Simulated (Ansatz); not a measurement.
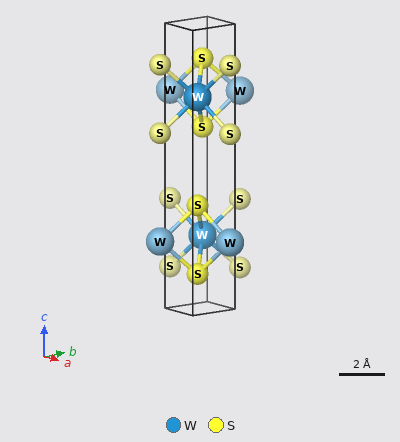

The input geometry (ball-and-stick view of the cell of the calculation, seen slightly off an axis; neighbours outside the cell are drawn fainter). Near neighbours in the crystal (not all of them lie inside the picture): W has 6 S at 2.41 Å; S has 3 W at 2.41 Å.

Run report: WS$_{2}$, geometry relaxation (part 1 of 3)

- system: WS$_{2}$ (6 atoms in the cell)
- method: DFT, PBE, plane waves, PAW, no spin polarisation (Ansatz 0.2.0)

The structure derives from a Materials Project entry.

Log:
```
Engine: ansatz 0.2.0, x86_64-unknown-linux-gnu
Pseudopotentials: kind: paw
Pseudopotential: W, paw, valence charge 14, recommended cutoff 420 eV (normal), W.paw.azcp
Pseudopotential: S, paw, valence charge 6, recommended cutoff 420 eV (normal), S.paw.azcp
Functional definition: PBE
  parameter kappa = 0.804
  parameter beta = 0.06672455060314922
  exchange = pbe_x(kappa = kappa, mu = beta*pi^2/3)
  correlation = pbe_c(beta = beta)
Crystal: 6 atoms, lattice volume = 113.961 Å³
Basis set: ecut = 420 eV, 2263 PW (Γ), exchange–correlation on 48×48×180 points (8 copies of the dense FFT grid, shifted against one another)
Bands: 32, of which v1, the nominal top of the filled ones, is band 26 counted from 1 (25 counted from 0)
Symmetry: 24 space group operations
Space group: P63/mmc (ITA 194), of the structure as read, at distance tolerance 4.8e-5 Å
k-points: 38 of 288
Non-local potential: W, projectors of the file, l = 0: 3, l = 1: 2, l = 2: 2, l = 3: 1
Non-local potential: S, projectors of the file, l = 0: 2, l = 1: 2, l = 2: 2
PAW form: soft (Blöchl's): semilocal exchange-correlation on the pseudo side does not see the compensation charge
PAW one-centre angular grid: W, 590 points (default); XC on 64 Gauss nodes
PAW one-centre angular grid: S, 110 points (default); XC on 64 Gauss nodes
Initial density: superposition of atomic densities (neutral atoms: chi_scale 0, normalization atom), corrected by the library's trained network
Initial wavefunctions: pseudopotential atomic-orbital guess
Functional: x = pbe(κ = 0.804, μ = 0.2195149727645171), c = pbe(β = 0.06672455060314922)
SCF iter   1: F=—  HF=-24382.835801 eV  |F-HF|=—  |Δ(HF+E_count)|=         —  Δρ=5.23e-3  dr2=2.90e-2  ethr=1.77e-3  ⟨swp⟩=6.6  Hψ=5728  notcnv=0
preconditioner: auto → Resta (q_TF=auto, 2.394 Å⁻¹)  ε∞=7.3  [insulator: Δε(μ)=1.214 eV  Ē_g=8.347 eV  σ=0.020 eV  W_gap=1.00  n_scr=26 (ndim 8)  ℏωp=20.9 eV  f_vac=0.046  D(μ)=0.00/eV (n_scr^D=0)  ε∞_Penn≈7.3]
SCF iter   2: F=—  HF=-24382.838758 eV  |F-HF|=—  |Δ(HF+E_count)|=   2.96e-3  Δρ=2.68e-3  dr2=2.51e-3  ethr=5.59e-5  ⟨swp⟩=2.6  Hψ=2118  notcnv=0  defer=56
SCF iter   3: F=—  HF=-24382.842348 eV  |F-HF|=—  |Δ(HF+E_count)|=   3.59e-3  Δρ=1.30e-3  dr2=6.67e-4  ethr=4.83e-6  ⟨swp⟩=2.3  Hψ=1835  notcnv=0  defer=56
SCF iter   4: F=—  HF=-24382.843647 eV  |F-HF|=—  |Δ(HF+E_count)|=   1.30e-3  Δρ=8.83e-5  dr2=7.62e-6  ethr=1.28e-6  ⟨swp⟩=2.0  Hψ=1930  notcnv=0  defer=56
SCF iter   5: F=—  HF=-24382.843589 eV  |F-HF|=—  |Δ(HF+E_count)|=   5.84e-5  Δρ=1.94e-5  dr2=1.42e-6  ethr=1.47e-8  ⟨swp⟩=2.1  Hψ=2009  notcnv=0  defer=56
SCF iter   6: F=—  HF=-24382.843589 eV  |F-HF|=—  |Δ(HF+E_count)|=   6.06e-7  Δρ=8.19e-6  dr2=1.92e-7  ethr=2.72e-9  ⟨swp⟩=2.0  Hψ=1665  notcnv=0  defer=56
SCF iter   7: F=-24382.843590 eV  HF=-24382.843590 eV  |F-HF|=3.90e-9  |Δ(HF+E_count)|=   2.16e-7  Δρ=2.21e-6  dr2=5.59e-9  ethr=1.92e-10  ⟨swp⟩=14.1  Hψ=9322  notcnv=0
SCF 1 converged in 7 iterations: F = -24382.843590 eV  dr2 = 5.59e-9
  greatest PAW one-centre occupation: 1.000 electrons in one spin orbital (limit 2), on the W atom at site 1 (counted from 0), in its partial waves of l = 0
relax step   1: F+E_penalty+E_count = -24382.84358951 eV  Δ(F+E_penalty+E_count) = +0.000e0 eV  max|allowed force component| = 2.022e-1 eV/Å  Δτ_max = 0.0000 Å  P = +1.761 GPa  Ω = 113.961 Å³  (7 SCF iters, dr2 threshold 1.00e-7 eV, accepted)
Crystal: 6 atoms, lattice volume = 118.149 Å³
Basis set: ecut = 420 eV, 2325 PW (Γ), exchange–correlation on 48×48×180 points (8 copies of the dense FFT grid, shifted against one another)
Initial density: handed on by an earlier stage of this run
Initial wavefunctions: those handed on with the density
iter 1 solved again at ethr=2.44e-5 eV; its pass at ethr=3.10e-3 eV (dr2=1.27e-2 eV) is discarded
SCF iter   1: F=—  HF=-24382.867892 eV  |F-HF|=—  |Δ(HF+E_count)|=         —  Δρ=3.23e-3  dr2=1.18e-2  ethr=2.44e-5  ⟨swp⟩=2.2  Hψ=7211  notcnv=0
preconditioner: auto → Resta (q_TF=auto, 2.380 Å⁻¹)  ε∞=7.1  [insulator: Δε(μ)=1.349 eV  Ē_g=8.294 eV  σ=0.020 eV  W_gap=1.00  n_scr=28 (ndim 8)  ℏωp=20.5 eV  f_vac=0.093  D(μ)=0.00/eV (n_scr^D=0)  ε∞_Penn≈7.1]
SCF iter   2: F=—  HF=-24382.866144 eV  |F-HF|=—  |Δ(HF+E_count)|=   1.75e-3  Δρ=1.80e-3  dr2=3.66e-3  ethr=2.26e-5  ⟨swp⟩=1.2  Hψ=1321  notcnv=0
SCF iter   3: F=—  HF=-24382.865818 eV  |F-HF|=—  |Δ(HF+E_count)|=   3.26e-4  Δρ=3.41e-4  dr2=3.19e-4  ethr=7.04e-6  ⟨swp⟩=2.0  Hψ=1788  notcnv=0
SCF iter   4: F=—  HF=-24382.865970 eV  |F-HF|=—  |Δ(HF+E_count)|=   1.52e-4  Δρ=2.06e-4  dr2=9.52e-5  ethr=6.13e-7  ⟨swp⟩=2.1  Hψ=1708  notcnv=0
SCF iter   5: F=—  HF=-24382.866003 eV  |F-HF|=—  |Δ(HF+E_count)|=   3.29e-5  Δρ=6.10e-5  dr2=1.01e-5  ethr=1.83e-7  ⟨swp⟩=2.0  Hψ=1801  notcnv=0
SCF iter   6: F=-24382.866009 eV  HF=-24382.866009 eV  |F-HF|=7.07e-7  |Δ(HF+E_count)|=   5.58e-6  Δρ=1.83e-5  dr2=4.87e-7  ethr=1.15e-9  ⟨swp⟩=9.9  Hψ=10164  notcnv=0
SCF 2 converged in 6 iterations: F = -24382.866009 eV  dr2 = 4.87e-7
relax step   2: F+E_penalty+E_count = -24382.86600925 eV  Δ(F+E_penalty+E_count) = -2.242e-2 eV  max|allowed force component| = 4.693e-2 eV/Å  Δτ_max = 0.0374 Å  P = -0.163 GPa  Ω = 118.149 Å³  energy of the carried Pulay correction = -6.748e-4 eV  (6 SCF iters, dr2 threshold 6.00e-7 eV, accepted)
Crystal: 6 atoms, lattice volume = 120.888 Å³
Basis set: ecut = 420 eV, 2385 PW (Γ), exchange–correlation on 48×48×180 points (8 copies of the dense FFT grid, shifted against one another)
iter 1 solved again at ethr=1.46e-5 eV; its pass at ethr=3.10e-3 eV (dr2=7.57e-3 eV) is discarded
SCF iter   1: F=—  HF=-24382.875034 eV  |F-HF|=—  |Δ(HF+E_count)|=         —  Δρ=2.95e-3  dr2=7.42e-3  ethr=1.46e-5  ⟨swp⟩=2.2  Hψ=7403  notcnv=0
preconditioner: auto → Resta (q_TF=auto, 2.370 Å⁻¹)  ε∞=7.0  [insulator: Δε(μ)=1.454 eV  Ē_g=8.295 eV  σ=0.020 eV  W_gap=1.00  n_scr=28 (ndim 8)  ℏωp=20.3 eV  f_vac=0.120  D(μ)=0.00/eV (n_scr^D=0)  ε∞_Penn≈7.0]
SCF iter   2: F=—  HF=-24382.874001 eV  |F-HF|=—  |Δ(HF+E_count)|=   1.03e-3  Δρ=1.55e-3  dr2=2.21e-3  ethr=1.43e-5  ⟨swp⟩=1.8  Hψ=1420  notcnv=0
SCF iter   3: F=—  HF=-24382.873903 eV  |F-HF|=—  |Δ(HF+E_count)|=   9.79e-5  Δρ=5.20e-4  dr2=4.93e-4  ethr=4.26e-6  ⟨swp⟩=2.0  Hψ=1661  notcnv=0
SCF iter   4: F=—  HF=-24382.873913 eV  |F-HF|=—  |Δ(HF+E_count)|=   1.04e-5  Δρ=1.59e-4  dr2=6.64e-5  ethr=9.49e-7  ⟨swp⟩=2.2  Hψ=1694  notcnv=0
SCF iter   5: F=—  HF=-24382.873914 eV  |F-HF|=—  |Δ(HF+E_count)|=   7.85e-7  Δρ=3.58e-5  dr2=4.91e-6  ethr=1.28e-7  ⟨swp⟩=2.0  Hψ=1756  notcnv=0
SCF iter   6: F=—  HF=-24382.873920 eV  |F-HF|=—  |Δ(HF+E_count)|=   5.73e-6  Δρ=1.32e-5  dr2=2.97e-7  ethr=9.45e-9  ⟨swp⟩=2.0  Hψ=1887  notcnv=0
SCF iter   7: F=-24382.873920 eV  HF=-24382.873920 eV  |F-HF|=1.79e-8  |Δ(HF+E_count)|=   1.92e-7  Δρ=2.33e-6  dr2=9.30e-9  ethr=5.23e-10  ⟨swp⟩=10.9  Hψ=9092  notcnv=0
SCF 3 converged in 7 iterations: F = -24382.873920 eV  dr2 = 9.30e-9
relax step   3: F+E_penalty+E_count = -24382.87392015 eV  Δ(F+E_penalty+E_count) = -7.911e-3 eV  max|allowed force component| = 1.607e-2 eV/Å  Δτ_max = 0.0376 Å  P = +0.051 GPa  Ω = 120.888 Å³  energy of the carried Pulay correction = -1.103e-3 eV  (7 SCF iters, dr2 threshold 2.72e-7 eV, accepted)
Crystal: 6 atoms, lattice volume = 125.068 Å³
Basis set: ecut = 420 eV, 2471 PW (Γ), exchange–correlation on 48×48×180 points (8 copies of the dense FFT grid, shifted against one another)
iter 1 solved again at ethr=2.99e-5 eV; its pass at ethr=3.10e-3 eV (dr2=1.55e-2 eV) is discarded
SCF iter   1: F=—  HF=-24382.879380 eV  |F-HF|=—  |Δ(HF+E_count)|=         —  Δρ=4.04e-3  dr2=1.50e-2  ethr=2.99e-5  ⟨swp⟩=2.4  Hψ=7356  notcnv=0
preconditioner: auto → Resta (q_TF=auto, 2.357 Å⁻¹)  ε∞=6.8  [insulator: Δε(μ)=1.477 eV  Ē_g=8.298 eV  σ=0.020 eV  W_gap=1.00  n_scr=28 (ndim 8)  ℏωp=19.9 eV  f_vac=0.152  D(μ)=0.00/eV (n_scr^D=0)  ε∞_Penn≈6.8]
SCF iter   2: F=—  HF=-24382.877080 eV  |F-HF|=—  |Δ(HF+E_count)|=   2.30e-3  Δρ=2.13e-3  dr2=4.96e-3  ethr=2.89e-5  ⟨swp⟩=1.9  Hψ=1578  notcnv=0
SCF iter   3: F=—  HF=-24382.876667 eV  |F-HF|=—  |Δ(HF+E_count)|=   4.13e-4  Δρ=6.95e-4  dr2=1.08e-3  ethr=9.54e-6  ⟨swp⟩=2.0  Hψ=1729  notcnv=0
SCF iter   4: F=—  HF=-24382.876604 eV  |F-HF|=—  |Δ(HF+E_count)|=   6.30e-5  Δρ=2.29e-4  dr2=1.71e-4  ethr=2.08e-6  ⟨swp⟩=2.2  Hψ=1674  notcnv=0
SCF iter   5: F=—  HF=-24382.876665 eV  |F-HF|=—  |Δ(HF+E_count)|=   6.09e-5  Δρ=5.70e-5  dr2=1.38e-5  ethr=3.29e-7  ⟨swp⟩=2.0  Hψ=1668  notcnv=0
SCF iter   6: F=—  HF=-24382.876649 eV  |F-HF|=—  |Δ(HF+E_count)|=   1.59e-5  Δρ=1.47e-5  dr2=4.22e-7  ethr=2.66e-8  ⟨swp⟩=2.1  Hψ=1836  notcnv=0
SCF iter   7: F=-24382.876650 eV  HF=-24382.876650 eV  |F-HF|=4.65e-8  |Δ(HF+E_count)|=   7.97e-7  Δρ=3.34e-6  dr2=2.15e-8  ethr=1.50e-10  ⟨swp⟩=11.8  Hψ=9627  notcnv=0
SCF 4 converged in 7 iterations: F = -24382.876650 eV  dr2 = 2.15e-8
relax step   4: F+E_penalty+E_count = -24382.87664987 eV  Δ(F+E_penalty+E_count) = -2.730e-3 eV  max|allowed force component| = 9.904e-2 eV/Å  Δτ_max = 0.0523 Å  P = +0.267 GPa  Ω = 125.068 Å³  energy of the carried Pulay correction = -1.738e-3 eV  (7 SCF iters, dr2 threshold 7.82e-8 eV, accepted)
Crystal: 6 atoms, lattice volume = 125.809 Å³
Basis set: ecut = 420 eV, 2459 PW (Γ), exchange–correlation on 48×48×180 points (8 copies of the dense FFT grid, shifted against one another)
iter 1 solved again at ethr=2.63e-6 eV; its pass at ethr=3.10e-3 eV (dr2=1.37e-3 eV) is discarded
SCF iter   1: F=—  HF=-24382.878062 eV  |F-HF|=—  |Δ(HF+E_count)|=         —  Δρ=1.11e-3  dr2=1.53e-3  ethr=2.63e-6  ⟨swp⟩=2.2  Hψ=7521  notcnv=0
preconditioner: auto → Resta (q_TF=auto, 2.355 Å⁻¹)  ε∞=6.7  [insulator: Δε(μ)=1.589 eV  Ē_g=8.315 eV  σ=0.020 eV  W_gap=1.00  n_scr=28 (ndim 8)  ℏωp=19.9 eV  f_vac=0.158  D(μ)=0.00/eV (n_scr^D=0)  ε∞_Penn≈6.7]
SCF iter   2: F=—  HF=-24382.877878 eV  |F-HF|=—  |Δ(HF+E_count)|=   1.84e-4  Δρ=5.64e-4  dr2=2.50e-4  ethr=2.63e-6  ⟨swp⟩=2.6  Hψ=1711  notcnv=0
SCF iter   3: F=—  HF=-24382.877752 eV  |F-HF|=—  |Δ(HF+E_count)|=   1.27e-4  Δρ=2.50e-4  dr2=6.44e-5  ethr=4.80e-7  ⟨swp⟩=2.5  Hψ=1794  notcnv=0
SCF iter   4: F=—  HF=-24382.877759 eV  |F-HF|=—  |Δ(HF+E_count)|=   7.56e-6  Δρ=3.82e-5  dr2=4.13e-6  ethr=1.24e-7  ⟨swp⟩=2.4  Hψ=1867  notcnv=0
SCF iter   5: F=-24382.877763 eV  HF=-24382.877762 eV  |F-HF|=1.32e-7  |Δ(HF+E_count)|=   3.31e-6  Δρ=9.99e-6  dr2=4.73e-7  ethr=1.15e-9  ⟨swp⟩=13.1  Hψ=10346  notcnv=0
SCF 5 converged in 5 iterations: F = -24382.877763 eV  dr2 = 4.73e-7
relax step   5: F+E_penalty+E_count = -24382.87776260 eV  Δ(F+E_penalty+E_count) = -1.113e-3 eV  max|allowed force component| = 2.517e-2 eV/Å  Δτ_max = 0.0105 Å  P = +0.406 GPa  Ω = 125.809 Å³  energy of the carried Pulay correction = -1.848e-3 eV  (5 SCF iters, dr2 threshold 6.00e-7 eV, accepted)
Crystal: 6 atoms, lattice volume = 126.547 Å³
Basis set: ecut = 420 eV, 2461 PW (Γ), exchange–correlation on 48×48×180 points (8 copies of the dense FFT grid, shifted against one another)
iter 1 solved again at ethr=1.38e-6 eV; its pass at ethr=3.10e-3 eV (dr2=7.19e-4 eV) is discarded
SCF iter   1: F=—  HF=-24382.878575 eV  |F-HF|=—  |Δ(HF+E_count)|=         —  Δρ=3.92e-4  dr2=6.43e-4  ethr=1.38e-6  ⟨swp⟩=2.0  Hψ=6274  notcnv=0
preconditioner: auto → Resta (q_TF=auto, 2.352 Å⁻¹)  ε∞=6.7  [insulator: Δε(μ)=1.572 eV  Ē_g=8.303 eV  σ=0.020 eV  W_gap=1.00  n_scr=28 (ndim 8)  ℏωp=19.8 eV  f_vac=0.160  D(μ)=0.00/eV (n_scr^D=0)  ε∞_Penn≈6.7]
SCF iter   2: F=—  HF=-24382.878475 eV  |F-HF|=—  |Δ(HF+E_count)|=   1.00e-4  Δρ=2.24e-4  dr2=1.09e-4  ethr=1.24e-6  ⟨swp⟩=2.3  Hψ=1545  notcnv=0
SCF iter   3: F=—  HF=-24382.878314 eV  |F-HF|=—  |Δ(HF+E_count)|=   1.61e-4  Δρ=8.31e-5  dr2=3.62e-5  ethr=2.10e-7  ⟨swp⟩=2.2  Hψ=1761  notcnv=0
SCF iter   4: F=—  HF=-24382.878311 eV  |F-HF|=—  |Δ(HF+E_count)|=   3.64e-6  Δρ=3.55e-5  dr2=3.72e-6  ethr=6.96e-8  ⟨swp⟩=2.0  Hψ=1601  notcnv=0
SCF iter   5: F=-24382.878312 eV  HF=-24382.878312 eV  |F-HF|=2.23e-7  |Δ(HF+E_count)|=   1.11e-6  Δρ=9.90e-6  dr2=1.69e-7  ethr=1.15e-9  ⟨swp⟩=9.3  Hψ=9815  notcnv=0
SCF 6 converged in 5 iterations: F = -24382.878312 eV  dr2 = 1.69e-7
relax step   6: F+E_penalty+E_count = -24382.87831201 eV  Δ(F+E_penalty+E_count) = -5.494e-4 eV  max|allowed force component| = 1.532e-3 eV/Å  Δτ_max = 0.0039 Å  P = -0.009 GPa  Ω = 126.547 Å³  energy of the carried Pulay correction = -1.957e-3 eV  (5 SCF iters, dr2 threshold 6.00e-7 eV, accepted)
Basis set: ecut = 420 eV, 2461 PW (Γ), exchange–correlation on 48×48×200 points (8 copies of the dense FFT grid, shifted against one another)
Initial wavefunctions: pseudopotential atomic-orbital guess (no wavefunctions were taken with the density)
iter 1 solved again at ethr=3.81e-7 eV; its pass at ethr=3.10e-3 eV (dr2=1.98e-4 eV) is discarded
SCF iter   1: F=—  HF=-24382.881283 eV  |F-HF|=—  |Δ(HF+E_count)|=         —  Δρ=2.08e-4  dr2=3.99e-6  ethr=3.81e-7  ⟨swp⟩=4.0  Hψ=9330  notcnv=0
preconditioner: auto → Resta (q_TF=auto, 2.352 Å⁻¹)  ε∞=6.7  [insulator: Δε(μ)=1.566 eV  Ē_g=8.301 eV  σ=0.020 eV  W_gap=1.00  n_scr=28 (ndim 8)  ℏωp=19.8 eV  f_vac=0.158  D(μ)=0.00/eV (n_scr^D=0)  ε∞_Penn≈6.7]
SCF iter   2: F=—  HF=-24382.881784 eV  |F-HF|=—  |Δ(HF+E_count)|=   5.01e-4  Δρ=1.08e-4  dr2=1.13e-6  ethr=7.67e-9  ⟨swp⟩=2.1  Hψ=1884  notcnv=0
SCF iter   3: F=—  HF=-24382.881909 eV  |F-HF|=—  |Δ(HF+E_count)|=   1.25e-4  Δρ=4.04e-6  dr2=2.78e-8  ethr=2.17e-9  ⟨swp⟩=2.1  Hψ=2194  notcnv=0
SCF iter   4: F=—  HF=-24382.881909 eV  |F-HF|=—  |Δ(HF+E_count)|=   4.88e-8  Δρ=2.14e-6  dr2=1.31e-8  ethr=5.34e-11  ⟨swp⟩=2.0  Hψ=1803  notcnv=0
SCF iter   5: F=—  HF=-24382.881909 eV  |F-HF|=—  |Δ(HF+E_count)|=   2.11e-9  Δρ=8.83e-7  dr2=1.99e-9  ethr=2.52e-11  ⟨swp⟩=2.1  Hψ=1693  notcnv=0
SCF iter   6: F=—  HF=-24382.881909 eV  |F-HF|=—  |Δ(HF+E_count)|=   2.01e-9  Δρ=2.43e-7  dr2=1.59e-10  ethr=3.82e-12  ⟨swp⟩=2.0  Hψ=1772  notcnv=0
SCF iter   7: F=-24382.881909 eV  HF=-24382.881909 eV  |F-HF|=3.64e-12  |Δ(HF+E_count)|=  1.13e-10  Δρ=6.66e-8  dr2=5.94e-12  ethr=1.00e-12  ⟨swp⟩=7.2  Hψ=6270  notcnv=0
SCF 7 converged in 7 iterations: F = -24382.881909 eV  dr2 = 5.94e-12
```
